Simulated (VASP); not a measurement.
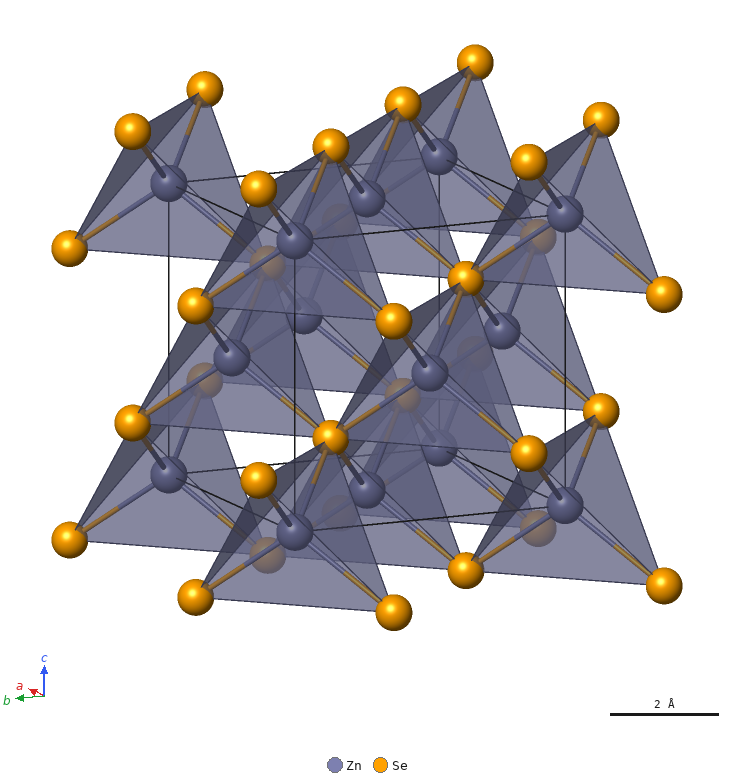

The structure as given in the input (polyhedral view of the cell 4 times as large as that of the calculation, set on its symmetry axes, seen at an oblique angle; polyhedra are completed across the faces of the cell).

## ZnSe: geometry relaxation

The run: geometry relaxation of ZnSe (F-43m, 2 atoms in the cell). Method and program: Kohn-Sham DFT of a periodic cell, PBEsol, VASP PAW PBE potentials, recommended, no spin polarisation (VASP 6.6.1).

The structure derives from an entry of the Crystallography Open Database.

**INCAR**
```
SYSTEM = ZnSe
  ALGO = Normal
  EDIFF = 1E-7
  EDIFFG = -0.01
  ENCUT = 600
  GGA = PS
  IBRION = 2
  ISIF = 2
  ISMEAR = 0
  LASPH = .True.
  LCHARG = .False.
  LREAL = .False.
  LWAVE = .False.
  NELM = 80
  NSW = 40
  PREC = Accurate
  SIGMA = 0.03
```

**KPOINTS**
```
k-points
0
Gamma
  8 8 8
  0 0 0
```

**POSCAR**
```
ZnSe                                    
1.0
    0.0000000000      2.7825428465      2.7825428465
    2.7825428465      0.0000000000      2.7825428465
    2.7825428465      2.7825428465      0.0000000000
  Zn              Se            
     1     1
Direct
     0.0000000000000000    0.0000000000000000    0.0000000000000000
     0.2500000000000000    0.2500000000000000    0.2500000000000000
```

Machine: 1 thread of Intel Xeon @ 2.90GHz (Ice Lake), 64 GiB of memory available, shared host.

Command:
```bash
cat potpaw_PBE.64/Zn/POTCAR potpaw_PBE.64/Se/POTCAR > POTCAR
mpirun -np 1 vasp_std > vasp.out
```

**OSZICAR**
```
N       E                     dE             d eps       ncg     rms          rms(c)
DAV:   1     0.931059102140E+02    0.93106E+02   -0.99352E+03   754   0.178E+03
DAV:   2    -0.523631152025E+00   -0.93630E+02   -0.89358E+02   789   0.307E+02
DAV:   3    -0.699783380733E+01   -0.64742E+01   -0.64420E+01   944   0.773E+01
DAV:   4    -0.706556343967E+01   -0.67730E-01   -0.67710E-01   799   0.838E+00
DAV:   5    -0.706593844223E+01   -0.37500E-03   -0.37499E-03   914   0.600E-01    0.519E+00
DAV:   6    -0.677794217061E+01    0.28800E+00   -0.83295E-01   959   0.347E+01    0.398E+00
DAV:   7    -0.676009706147E+01    0.17845E-01   -0.23472E-01   824   0.513E+00    0.173E+00
DAV:   8    -0.675769338743E+01    0.24037E-02   -0.40508E-03   887   0.704E-01    0.492E-01
DAV:   9    -0.675741908700E+01    0.27430E-03   -0.80182E-04   897   0.457E-01    0.672E-02
DAV:  10    -0.675746735275E+01   -0.48266E-04   -0.25415E-04   904   0.213E-01    0.277E-02
DAV:  11    -0.675745910209E+01    0.82507E-05   -0.35228E-05  1062   0.861E-02    0.498E-03
DAV:  12    -0.675745894630E+01    0.15580E-06   -0.85518E-06   857   0.237E-02    0.196E-03
DAV:  13    -0.675745900009E+01   -0.53788E-07   -0.56481E-07   859   0.816E-03
   1 F= -.67574590E+01 E0= -.67574590E+01  d E =-.675746E+01
```

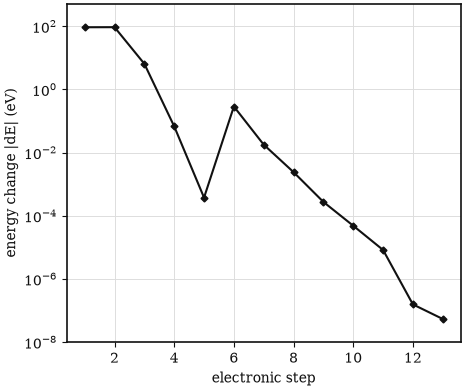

Convergence of the self-consistent field: energy change |dE| against the electronic step. It takes 13 electronic steps. The density is held fixed in the first few steps, and dE rises again when its update begins.

**Parts of OUTCAR**
```
SYSTEM = ZnSe
   EDIFF = 1E-7
   EDIFFG = -0.01
   ENCUT = 600
   GGA = PS
   IBRION = 2
   ISIF = 2
   ISMEAR = 0
   LASPH = .True.
   LREAL = .False.
   NELM = 80
   NSW = 40
   PREC = Accurate

 ion  position               nearest neighbor table
   1  0.000  0.000  0.000-   2 2.41   2 2.41   2 2.41   2 2.41
   2  0.250  0.250  0.250-   1 2.41   1 2.41   1 2.41   1 2.41

  LATTYP: Found a face centered cubic cell.
 ALAT       =     5.5650856930

  Lattice vectors:

 A1 = (   0.0000000000,   2.7825428465,   2.7825428465)
 A2 = (   2.7825428465,   0.0000000000,   2.7825428465)
 A3 = (   2.7825428465,   2.7825428465,   0.0000000000)

Analysis of symmetry for initial positions (statically):
=====================================================================
 Subroutine PRICEL returns:
 Original cell was already a primitive cell.

 Routine SETGRP: Setting up the symmetry group for a
 face centered cubic supercell.

 Subroutine GETGRP returns: Found 24 space group operations
 (whereof 24 operations were pure point group operations)
 out of a pool of 48 trial point group operations.

The static configuration has the point symmetry T_d .

Analysis of symmetry for dynamics (positions and initial velocities):
=====================================================================
 Subroutine PRICEL returns:
 Original cell was already a primitive cell.

 Routine SETGRP: Setting up the symmetry group for a
 face centered cubic supercell.

 Subroutine GETGRP returns: Found 24 space group operations
 (whereof 24 operations were pure point group operations)
 out of a pool of 48 trial point group operations.

The dynamic configuration has the point symmetry T_d .

 Subroutine INISYM returns: Found 24 space group operations
 (whereof 24 operations are pure point group operations),
 and found     1 'primitive' translations

----------------------------------------------------------------------------------------

                                     Primitive cell

  volume of cell :      43.0879

  direct lattice vectors                    reciprocal lattice vectors
     0.000000000  2.782542847  2.782542847    -0.179691752  0.179691752  0.179691752
     2.782542847  0.000000000  2.782542847     0.179691752 -0.179691752  0.179691752
     2.782542847  2.782542847  0.000000000     0.179691752  0.179691752 -0.179691752

  length of vectors
     3.935109831  3.935109831  3.935109831     0.311235245  0.311235245  0.311235245

  position of ions in fractional coordinates (direct lattice)
     0.000000000  0.000000000  0.000000000
     0.250000000  0.250000000  0.250000000

  ion indices of the primitive-cell ions
   primitive index   ion index
                 1           1
                 2           2

----------------------------------------------------------------------------------------

 KPOINTS: k-points

Automatic generation of k-mesh.
 Grid dimensions read from file:
 generate k-points for:    8    8    8

 Generating k-lattice:

  Cartesian coordinates                     Fractional coordinates (reciprocal lattice)
    -0.022461469  0.022461469  0.022461469     0.125000000  0.000000000  0.000000000
     0.022461469 -0.022461469  0.022461469     0.000000000  0.125000000  0.000000000
     0.022461469  0.022461469 -0.022461469     0.000000000  0.000000000  0.125000000

  Length of vectors
     0.038904406  0.038904406  0.038904406

  Shift w.r.t. Gamma in fractional coordinates (k-lattice)
     0.000000000  0.000000000  0.000000000

 Subroutine IBZKPT returns following result:
 ===========================================

 Found     29 irreducible k-points:

 Following reciprocal coordinates:
            Coordinates               Weight
  0.000000  0.000000  0.000000      1.000000
  0.125000  0.000000  0.000000      8.000000
  0.250000  0.000000  0.000000      8.000000
  0.375000  0.000000  0.000000      8.000000
  0.500000  0.000000  0.000000      4.000000
  0.125000  0.125000  0.000000      6.000000
  0.250000  0.125000  0.000000     24.000000
  0.375000  0.125000  0.000000     24.000000
  0.500000  0.125000  0.000000     24.000000
 -0.375000  0.125000  0.000000     24.000000
 -0.250000  0.125000  0.000000     24.000000
 -0.125000  0.125000  0.000000     12.000000
  0.250000  0.250000  0.000000      6.000000
  0.375000  0.250000  0.000000     24.000000
  0.500000  0.250000  0.000000     24.000000
 -0.375000  0.250000  0.000000     24.000000
 -0.250000  0.250000  0.000000     12.000000
  0.375000  0.375000  0.000000      6.000000
  0.500000  0.375000  0.000000     24.000000
 -0.375000  0.375000  0.000000     12.000000
  0.500000  0.500000  0.000000      3.000000
  0.375000  0.250000  0.125000     24.000000
  0.500000  0.250000  0.125000     48.000000
 -0.375000  0.250000  0.125000     24.000000
 [... further k-points ...]
   k-points           NKPTS =     29   k-points in BZ     NKDIM =     29   number of bands    NBANDS=     13
   number of dos      NEDOS =    301   number of ions     NIONS =      2
   total plane-waves  NPLWV =  32768
   dimension x,y,z NGX =    32 NGY =   32 NGZ =   32
   dimension x,y,z NGXF=    64 NGYF=   64 NGZF=   64
   ions per type =               1   1
   NGX,Y,Z   is equivalent  to a cutoff of  13.52, 13.52, 13.52 a.u.
   NGXF,Y,Z  is equivalent  to a cutoff of  27.04, 27.04, 27.04 a.u.
 SYSTEM =  ZnSe
   PREC   = accura    normal or accurate (medium, high low for compatibility)
   ISTART =      0    job   : 0-new  1-cont  2-samecut
   ICHARG =      2    charge: 1-file 2-atom 10-const
   ISPIN  =      1    spin polarized calculation?
   LNONCOLLINEAR =      F non collinear calculations
   LSORBIT =      F    spin-orbit coupling
   LASPH  =      T    aspherical Exc in radial PAW
   ENCUT  =  600.0 eV  44.10 Ry    6.64 a.u.   7.86  7.86  7.86*2*pi/ulx,y,z
   NELM   =     80;   NELMIN=  2; NELMDL= -5     # of ELM steps
   EDIFF  = 0.1E-06   stopping-criterion for ELM
   LREAL  =      F    real-space projection
   EDIFFG = -.1E-01   stopping-criterion for IOM
   NSW    =     40    number of steps for IOM
   IBRION =      2    ionic relax: 0-MD 1-quasi-New 2-CG
   NFREE  =      1    steps in history (QN), initial steepest desc. (CG)
   ISIF   =      2    stress and relaxation
   ISYM   =      2    0-nonsym 1-usesym 2-fastsym
   POTIM  = 0.5000    time-step for ionic-motion
   TEBEG  =    0.0;   TEEND  =   0.0 temperature during run
   PSTRESS=    0.0 pullay stress
   NELECT =      18.0000    total number of electrons
   NUPDOWN=      -1.0000    fix difference up-down
   EMIN   =  10.00;   EMAX   =-10.00  energy-range for DOS
   EFERMI =   0.00;   METHOD = LEGACY
   ISMEAR =     0;   SIGMA  =   0.03  broadening in eV -4-tet -1-fermi 0-gaus
   EFERMI_NEDOS =   21; number of points for ismear=-14 and -15
   IALGO  =     38    algorithm
   IMIX   =      4    mixing-type and parameters
     AMIX     =   0.40;   BMIX     =  1.00
     AMIX_MAG =   1.60;   BMIX_MAG =  1.00
  volume/ion in A,a.u.               =      21.54       145.39
  Fermi-wavevector in a.u.,A,eV,Ry     =   1.223809  2.312665 20.377576  1.497710
  Thomas-Fermi vector in A             =   2.358907
   LORBIT       =      0    0 simple, 1 ext, 2 COOP (PROOUT), +10 PAW based schemes
   GGA     = PS    functional components
   LHFCALC =     F    Hartree Fock is set to
   AEXX    =    0.0000 exact exchange contribution
   IVDW    =     0    specifies the selected vdW correction
   LEPSILON=     F    determine dielectric tensor
   LRPA    =     F    only Hartree local field effects (RPA)
 conjugate gradient relaxation of ions
 non-spin polarized calculation
 Gauss-broadening in eV      SIGMA  =   0.03
  energy-cutoff  :      600.00
  volume of cell :       43.09
 maximum number of plane-waves:      1459
   NGX = 15   NGY = 15   NGZ = 15

 number of electron      17.9999996 magnetization

 Free energy of the ion-electron system (eV)
  ---------------------------------------------------
  ext. energy  EPLUGINS =         0.00000000
  ---------------------------------------------------
  free energy    TOTEN  =        -6.75745900 eV

  energy without entropy =       -6.75745900  energy(sigma->0) =       -6.75745900

 E-fermi :   2.1340     XC(G=0):  -9.7775     alpha+bet : -7.6106

 val. band max:        1.9731213916   @ k =   0.0000   0.0000   0.0000
 cond. band min:       3.3653950153   @ k =   0.0000   0.0000   0.0000
 fundamental gap:      1.3922736237
 Fermi energy:         2.1340003019

 k-point     1 :       0.0000    0.0000    0.0000
  band No.  band energies     occupation
      1     -11.6823      2.00000
      2      -4.8023      2.00000
      3      -4.8023      2.00000
      4      -4.8023      2.00000
      5      -4.3791      2.00000
      6      -4.3791      2.00000
      7       1.9731      2.00000
      8       1.9731      2.00000
      9       1.9731      2.00000
     10       3.3654      0.00000
     11       7.6812      0.00000
     12       7.6812      0.00000
     13       7.6812      0.00000

 k-point     2 :       0.1250    0.0000    0.0000
  band No.  band energies     occupation
      1     -11.5697      2.00000
      2      -4.8003      2.00000
      3      -4.7843      2.00000
      4      -4.7843      2.00000
      5      -4.3808      2.00000
      6      -4.3808      2.00000
      7       0.5865      2.00000
      8       1.8026      2.00000
      9       1.8026      2.00000
     10       4.3606      0.00000
     11       7.6534      0.00000
     12       7.9566      0.00000
     13       7.9566      0.00000

 k-point     3 :       0.2500    0.0000    0.0000
  band No.  band energies     occupation
      1     -11.2752      2.00000
      2      -4.7552      2.00000
      3      -4.7449      2.00000
      4      -4.7449      2.00000
      5      -4.3794      2.00000
      6      -4.3794      2.00000
      7      -1.2565      2.00000
      8       1.4424      2.00000
      9       1.4424      2.00000
     10       4.7642      0.00000
     11       8.3516      0.00000
     12       8.3516      0.00000
     13       8.5959      0.00000

 k-point     4 :       0.3750    0.0000    0.0000
  band No.  band energies     occupation
      1     -10.9403      2.00000
      2      -4.7136      2.00000
      3      -4.7136      2.00000
      4      -4.5554      2.00000
      5      -4.3669      2.00000
      6      -4.3669      2.00000
      7      -2.8101      2.00000
      8       1.1318      2.00000
      9       1.1318      2.00000
     10       4.6025      0.00000
     11       8.3417      0.00000
     12       8.3418      0.00000
     13      10.0669      0.00000

 k-point     5 :       0.5000    0.0000    0.0000
  band No.  band energies     occupation
      1     -10.7862      2.00000
      2      -4.7038      2.00000
      3      -4.7038      2.00000
      4      -4.3578      2.00000
      5      -4.3578      2.00000
      6      -4.2014      2.00000
      7      -3.6757      2.00000
      8       1.0134      2.00000
      9       1.0134      2.00000
     10       4.5099      0.00000
     11       8.2596      0.00000
     12       8.2596      0.00000
     13      10.5083      0.00000

 [... the levels of 18 k-points are left out ...]

 k-point    24 :      -0.3750    0.2500    0.1250
  band No.  band energies     occupation
      1     -10.6365      2.00000
      2      -4.6926      2.00000
      3      -4.6446      2.00000
      4      -4.4233      2.00000
      5      -4.3724      2.00000
      6      -4.1435      2.00000
      7      -3.2862      2.00000
      8      -0.6657      2.00000
      9       0.3468      2.00000
     10       6.2865      0.00000
     11       7.3488      0.00000
     12       9.4515      0.00000
     13      10.7087      0.00000

 [... further k-points ...]

------------------------ aborting loop because EDIFF is reached ----------------------------------------

  FORCE on cell =-STRESS in cart. coord.  units (eV):
  Direction    XX          YY          ZZ          XY          YZ          ZX
  --------------------------------------------------------------------------------------
  -------------------------------------------------------------------------------------
  Total        0.7736289      0.7736289      0.7736289      0.0000000     -0.0000000      0.0000000
  in kB       28.7665443     28.7665443     28.7665443      0.0000000     -0.0000000      0.0000000
  external PRESSURE =      28.7665443 kB  Pullay stress =       0.0000000 kB

 VOLUME and BASIS-vectors are now :
 -----------------------------------------------------------------------------
  energy-cutoff  :      600.00
  volume of cell :       43.09
      direct lattice vectors                 reciprocal lattice vectors
     0.000000000  2.782542847  2.782542847    -0.179691752  0.179691752  0.179691752
     2.782542847  0.000000000  2.782542847     0.179691752 -0.179691752  0.179691752
     2.782542847  2.782542847  0.000000000     0.179691752  0.179691752 -0.179691752

 POSITION                                       TOTAL-FORCE (eV/Angst)
 -----------------------------------------------------------------------------------
      0.00000      0.00000      0.00000         0.000000      0.000000      0.000000
      1.39127      1.39127      1.39127        -0.000000     -0.000000     -0.000000
 -----------------------------------------------------------------------------------
    total drift:                                0.000001      0.000001      0.000001

  FREE ENERGIE OF THE ION-ELECTRON SYSTEM (eV)
  ---------------------------------------------------
  free  energy   TOTEN  =        -6.7574590001 eV

  energy  without entropy=       -6.7574590001  energy(sigma->0) =       -6.75745900

 reached required accuracy - stopping structural energy minimisation
```

**CONTCAR**
```
ZnSe
   1.00000000000000
     0.0000000000000000    2.7825428465000002    2.7825428465000002
     2.7825428465000002    0.0000000000000000    2.7825428465000002
     2.7825428465000002    2.7825428465000002    0.0000000000000000
  Zn              Se
     1     1
Direct
     0.0000000000000000    0.0000000000000000    0.0000000000000000
     0.2500000000000000    0.2500000000000000    0.2500000000000000

  0.00000000E+00  0.00000000E+00  0.00000000E+00
  0.00000000E+00  0.00000000E+00  0.00000000E+00
```

**Results in brief**

```csv
quantity,value
outcome,converged
space group (tolerance 0.01 Å),F-43m (216)
electrons treated,18
free energy,−6.7575 eV
Fermi energy,2.134 eV
gap on the k-point mesh,1.39 eV
pressure,2.88 GPa
final volume,43.09 Å³
largest force (length of the vector),under 0.001 eV/Å
wall time,26 s
peak memory,0.18 GiB
```
